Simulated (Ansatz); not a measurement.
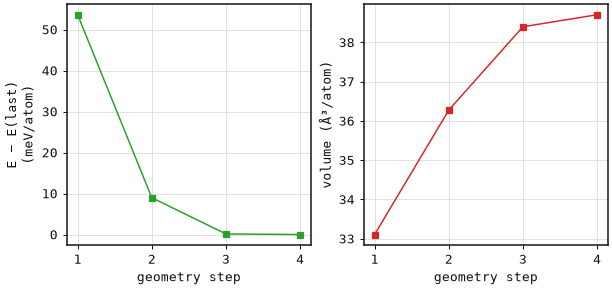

History of a geometry optimisation. Sm (P6_3/mmc, 4 atoms in the cell); DFT PBE, scalar-relativistic, plane waves, PAW in Ansatz 0.2.0; cutoff 600 eV, 14×14×4 k-mesh, Gaussian smearing of 0.05 eV, collinear spins. Atoms and cell relax. A closing SCF on a freshly chosen basis isn't drawn.

The optimisation met its thresholds at geometry 4, counting the start as the first. The energy fell by about 54 meV/atom from the first step to the last. All forces vanish by symmetry, so only the cell moves. The volume grows from 33.1 to 38.7 Å³ per atom (+17 %).

The electronic state followed here needn't be the lowest one.
